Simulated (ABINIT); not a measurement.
# BP (F-43m): how ε∞ follows the gap

The empty bands of BP (F-43m) are shifted up rigidly by Δ, and ε∞ is computed for each shift.

The structure is cubic, space group F-43m (No. 216). Conventional cell: a = 4.538 Å, b = 4.538 Å, c = 4.538 Å, α = 90.00°, β = 90.00°, γ = 90.00°. Around P on site c lie 4 B at 1.97 Å. B on site a has 4 P at 1.97 Å as nearest neighbours.

Method: ABINIT 10.8.3, LDA, independent particles, k-mesh 12×12×12, Lorentzian half width 0.04 eV.

Launch of the response step: `optic optic.abi`. The series took 58 s in all, its band step included, on 4 threads of AMD EPYC (Zen 3) (shared host).

```tsv
Δ (eV)	ε∞
0.00	9.597
0.40	9.058
0.80	8.586
1.20	?
1.60	7.796
2.00	7.462
```

With one effective transition at E₀ and fixed dipole strength, ε∞ − 1 = A/(E₀ + Δ), so 1/(ε∞ − 1) is linear in Δ.

Working, on the rows shown:

| x = Δ (eV) | y = 1/(ε∞ − 1) |
| --- | --- |
| 0 | 0.11632 |
| 0.4 | 0.1241 |
| 0.8 | 0.131822 |
| 1.6 | 0.147145 |
| 2 | 0.154751 |

Means: x̄ = 0.96, ȳ = 0.13483. Σ(x − x̄)(y − ȳ) = 0.05286, Σ(x − x̄)² = 2.752. Slope = 0.05286 / 2.752 = 0.01921; intercept = ȳ − slope · x̄ = 0.11639. Turned back into ε∞, the line misses the rows shown by at most 0.0051.

Task: What does the fit predict for the withheld row, and how well does it do?

Result: At x = 1.2 the line gives y = 0.13944, that is 8.172. The run gave 8.168, so the interpolation is off by 0.0037, 0.2 % of the range in the table.

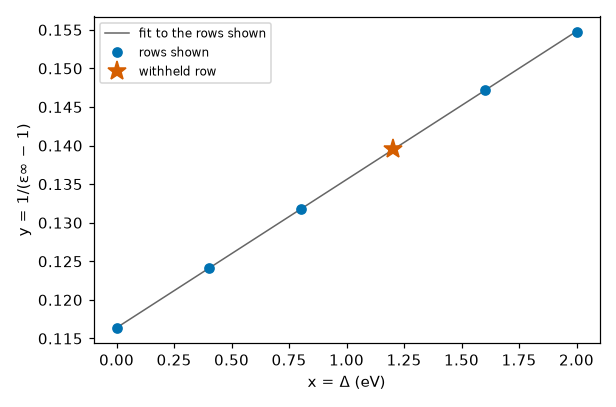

Refitted with all rows, the slope is 0.01921 and the intercept 0.1164. These give E₀ = intercept/slope = 6.1 eV, far above the least direct gap of 3.39 eV: most of the screening comes from transitions well over the edge. Over the first step ε∞ falls by 14 % per eV. Excitons are left out and so are local fields; LDA gaps are as a rule too small. The values come from a sum over the points of one k-mesh and carry its error, which grows as the direct gap shrinks.

[Logs are printed without paths, hosts, clocks, repeated set-up lines and the standing remarks that a program may print on its own settings, such as how far it seeks lower states.]
